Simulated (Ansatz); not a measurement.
# KI (Fm-3m): refractive index against wavelength

The refractive index of KI (Fm-3m) below the direct gap (3.97 eV on the mesh) is read from one computed spectrum, n = √(Re ε).

Symmetry: Fm-3m, No. 225, cubic system. Conventional cell: a = 7.066 Å, b = 7.066 Å, c = 7.066 Å, α = 90.00°, β = 90.00°, γ = 90.00°. I on site b is surrounded by 6 K at 3.53 Å. K on site a is surrounded by 6 I at 3.53 Å.

Method: Ansatz 0.2.0, PBE, independent particles, k-mesh 10×10×10 with interpolation inside its cells, Gaussian parameter 0.1 eV.

Launch of the response step: `ansatz run input.yaml --threads 4 --pin off --max-ram 8192MiB --backend cpu --events-out ev --progress --plain --runs-dir out`. The run took 9 s, on 4 threads of Intel(R) Xeon(R) Platinum 8488C (Sapphire Rapids), with other jobs on the host.

```tsv
wavelength (nm)	photon energy E (eV)	n
1310	0.946	1.8107
1064	1.165	1.8166
850	1.459	1.8266
700	1.771	1.8404
633	1.959	1.8504
532	2.331	1.8746
450	2.755	?
```

In the single-oscillator model n² − 1 = E₀E_d/(E₀² − E²), so 1/(n² − 1) = E₀/E_d − E²/(E₀E_d) is linear in E².

Working, on the rows shown:

| x = E² (eV²) | y = 1/(n² − 1) |
| --- | --- |
| 0.895757 | 0.438859 |
| 1.35784 | 0.434776 |
| 2.12762 | 0.427997 |
| 3.13716 | 0.418923 |
| 3.83641 | 0.412545 |
| 5.43137 | 0.397753 |

Means: x̄ = 2.7977, ȳ = 0.42181. Σ(x − x̄)(y − ȳ) = -0.1292, Σ(x − x̄)² = 14.27. Slope = -0.1292 / 14.27 = -0.009054; intercept = ȳ − slope · x̄ = 0.44714. Turned back into n, the line misses the rows shown by at most 0.00035.

Problem. Fill in the last column of the withheld row.

Solution. At x = 7.5912 the line gives y = 0.37841, that is 1.9086. The run gave 1.9114, so the extrapolation is off by 0.0028, 3 % of the range in the table.

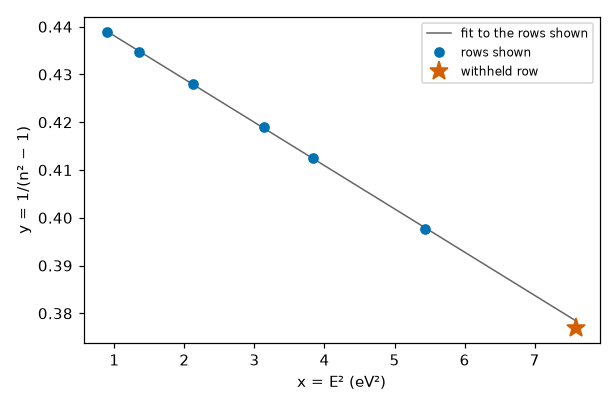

Refitted with all rows, the slope is -0.009241 and the intercept 0.44757. These give E₀ = √(intercept/−slope) = 6.96 eV and E_d = E₀/intercept = 15.5 eV; E₀ is 1.8 times the direct gap. The electronic limit at long wavelengths, without lattice vibrations, is n = √(1 + 1/intercept) = 1.798. Excitons are left out and so are local fields; PBE gaps are as a rule too small. Spin-orbit coupling is left out.

[Logs are printed without paths, hosts, clocks, repeated set-up lines and the standing remarks that a program may print on its own settings, such as how far it seeks lower states.]
